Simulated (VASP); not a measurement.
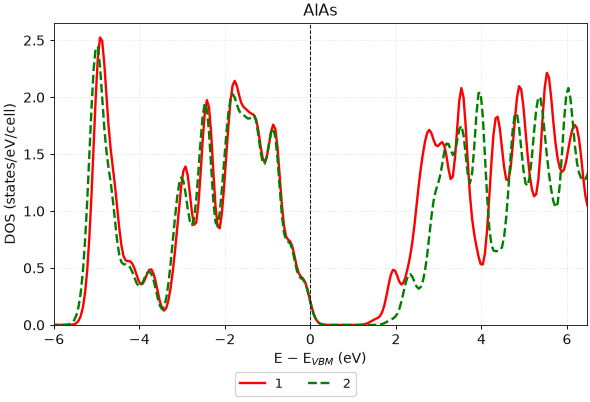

Total densities of states of AlAs, space group F-43m, 2 atoms in the cell, zincblende type, hydrostatic strain +2.3%, by two methods on the same cell. The curves are built from the levels of the k mesh with Gaussians 0.3 eV wide, which also blur the band edges. Each is counted from its own valence-band top.

Question: Which curve is which? The methods: PBE (VASP), r2SCAN (VASP).

Answer: 1 is PBE (VASP); 2 is r2SCAN (VASP). PBE (VASP) gives a gap of 1.46 eV and r2SCAN (VASP) gives a gap of 1.90 eV.

Settings. PBE (VASP): DFT, PBE, plane waves, PAW, 8×8×8 k mesh, 520 eV cutoff (VASP). r2SCAN (VASP): DFT, r2SCAN, plane waves, PAW, 8×8×8 k mesh, 520 eV cutoff, Gaussian smearing of 0.01 eV (VASP 6.6.1).
